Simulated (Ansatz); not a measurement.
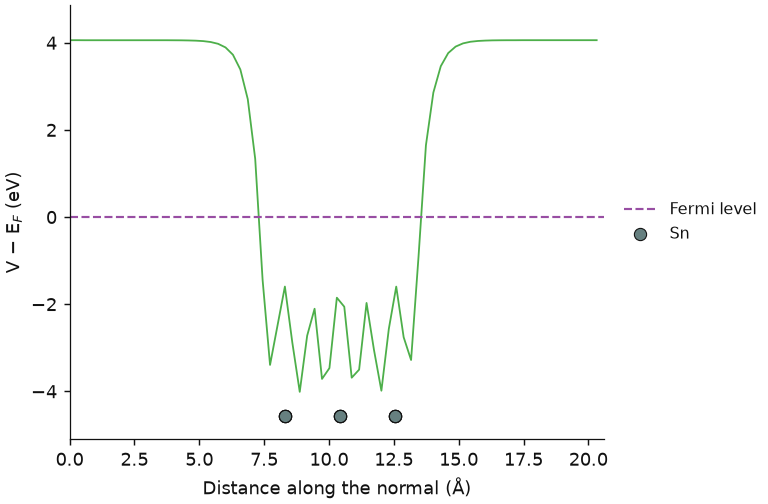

Plane-averaged electrostatic potential energy of an electron across the slab; circles at the bottom mark the heights of the atoms (positions after relaxation).

System: a (110) slab cut from Sn (I4/mmm), 12 atoms in the cell. Starting structure of the relaxation:

```cif
data_structure
_symmetry_space_group_name_H-M 'P 1'
_symmetry_Int_Tables_number 1
_cell_length_a 6.8363
_cell_length_b 6.8363
_cell_length_c 20.6056
_cell_angle_alpha 90.000
_cell_angle_beta 90.000
_cell_angle_gamma 84.706
_cell_volume 958.89
loop_
_atom_site_label
_atom_site_type_symbol
_atom_site_fract_x
_atom_site_fract_y
_atom_site_fract_z
_atom_site_occupancy
Sn1 Sn 0.25000 0.75000 0.38824 1
Sn2 Sn 0.25000 0.25000 0.38824 1
Sn3 Sn 0.75000 0.75000 0.38824 1
Sn4 Sn 0.75000 0.25000 0.38824 1
Sn5 Sn 0.50000 0.50000 0.50000 1
Sn6 Sn 0.50000 0.00000 0.50000 1
Sn7 Sn 0.00000 0.50000 0.50000 1
Sn8 Sn 0.00000 0.00000 0.50000 1
Sn9 Sn 0.75000 0.25000 0.61176 1
Sn10 Sn 0.75000 0.75000 0.61176 1
Sn11 Sn 0.25000 0.25000 0.61176 1
Sn12 Sn 0.25000 0.75000 0.61176 1
```

Method: DFT PBE+D3(BJ), scalar-relativistic, plane waves, PAW, no spin polarisation, 3×3×1 k mesh (Ansatz 0.2.0).

What is the work function?

The work function is 4.06 eV, the same on both faces. The two vacuum levels agree, so the slab has no net dipole along its normal.

How thick are slab and vacuum?

The outermost atoms are 4.3 Å apart, which leaves 16.3 Å of vacuum in a cell 20.6 Å high.
